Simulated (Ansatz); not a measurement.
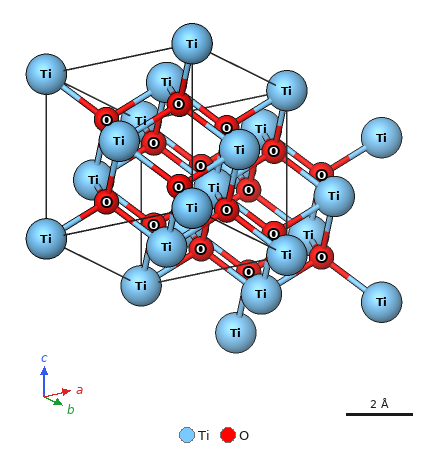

This is the input geometry for a relaxation of crystalline TiO₂ (built on the fluorite type). Style: ball-and-stick. Shown: the conventional cell (4 times the calculation's cell), repeated 1 × 2 × 1 with one cell outlined, from a free direction. Lengths and directions refer to the drawn axes.

All numbers below come from DFT, PBE, plane waves, PAW (Ansatz 0.2.0).

The input:
```yaml
crystal:
  lattice:
    - [0.0, 2.6712364209, 2.6712364209]
    - [2.6712364209, 0.0, 2.6712364209]
    - [2.6712364209, 2.6712364209, 0.0]
  atoms:
    - { symbol: Ti, position: [0.0, 0.0, 0.0] }
    - { symbol: O, position: [0.25, 0.25, 0.25] }
    - { symbol: O, position: [0.75, 0.75, 0.75] }
kpoints:
  mp_grid: { grid: [8, 8, 8] }
hamiltonian:
  xc: pbe
scf:
  occupations: { method: fermi_dirac, width: 0.02 }
relax:
  f_tol: 0.005
  cell: {}
```

Command:
```bash
ansatz run input.yaml --threads 2 --pin off --max-ram 2211MiB --backend cpu --events-out ev --progress --plain --runs-dir out
```

> Predict the outcome.

No atom moves by more than 0.005 Å relative to the cell. The volume changes by −26.1 %, with a = b = c 5.342 → 4.830 Å (−9.6 %). Among the contacts that change: Ti1–O2 2.313 → 2.091 Å. The space group stays Fm-3m (No. 225). Over 5 accepted moves (7 points after the start) the energy falls by 1.584 eV per cell of the calculation. All forces vanish by symmetry, so only the cell relaxes. Pressure: −38.88 GPa at the start and 0.00 GPa at the end. At 2 points the geometry stayed and the basis and grid were re-selected for the new cell (energy shift of 12.1 meV per cell of the calculation at most each time).

Step by step:

```tsv
step	E − E(0), meV/atom	pressure, GPa	volume, Å³/atom	note
0	0.00	-38.88	12.707	
1	-380.75	-26.64	10.938	
2	-531.75	2.22	9.338	
3	-531.84	-0.20	9.429	
4	-531.89	0.00	9.421	
5	-527.87	-0.84	9.421	same geometry, new basis
6	-528.12	0.03	9.389	
7	-527.98	0.00	9.389	same geometry, new basis
```

Final geometry:

```
Ti O
1.0
     0.00000    2.41497    2.41497
     2.41497    0.00000    2.41497
     2.41497    2.41497    0.00000
Ti O
1 2
Cartesian
  4.8299 4.8299 4.8299
  1.2075 1.2075 1.2075
  3.6225 3.6225 3.6225
```

The end point in the same view:

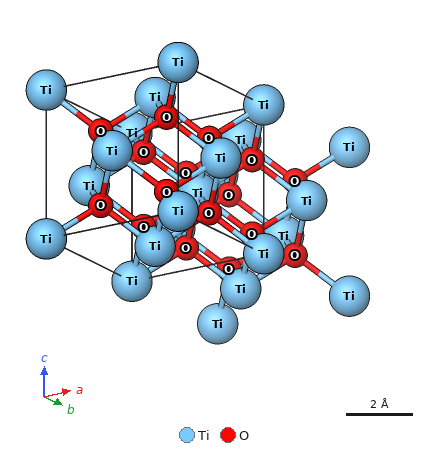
